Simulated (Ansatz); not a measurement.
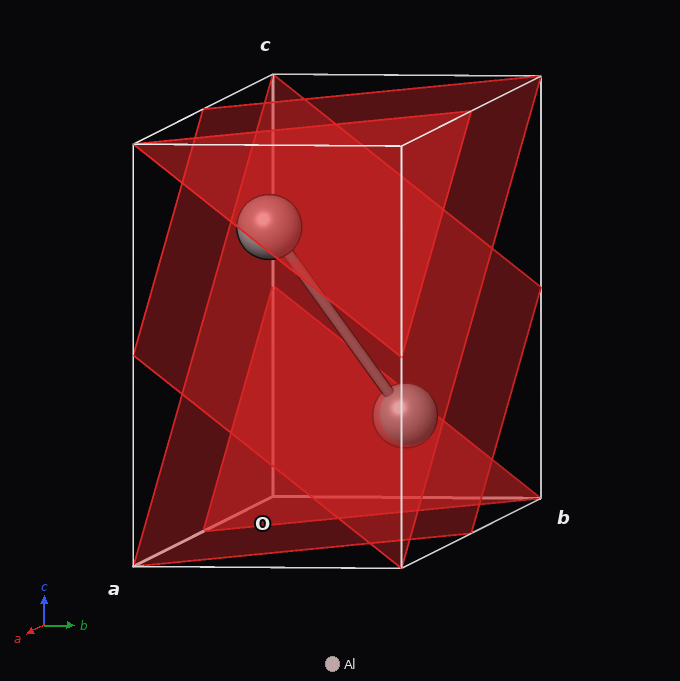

Crystal: Al, the geometry relaxed with DFT PBE, scalar-relativistic, plane waves, PAW (Ansatz 0.2.0); the starting structure was generated, so it need not be a known form of this composition. Every member of one family of equally spaced planes, hx + ky + lz = a whole number, that cuts the unit cell is shaded (one member passes through the origin O, touching the cell only at an edge or corner). The drawing is computed from the coordinates (standard cell, symmetry found to 0.002 Å).

a = 2.855 Å, b = 2.855 Å, c = 4.720 Å, α = 90.00°, β = 90.00°, γ = 120.00°.

Q: Which (hkl) family is drawn?

A: (2 1 2), in four indices (2 1 −3 2); the opposite sign names the same planes. The member next to the origin meets the axes a at 1/2, b at 1, c at 1/2.

Q: What is the spacing?

A: d = 0.869 Å.

Q: Which atoms of the cell lie in these planes (within 0.03 Å)?

A: No atom.

Q: The space group is No. 194, P6₃/mmc. How many reflections hkl are equivalent to this one (itself included), and does it occur?

A: 24 reflections are equivalent in the Laue class 6/mmm. The space group allows the reflection.
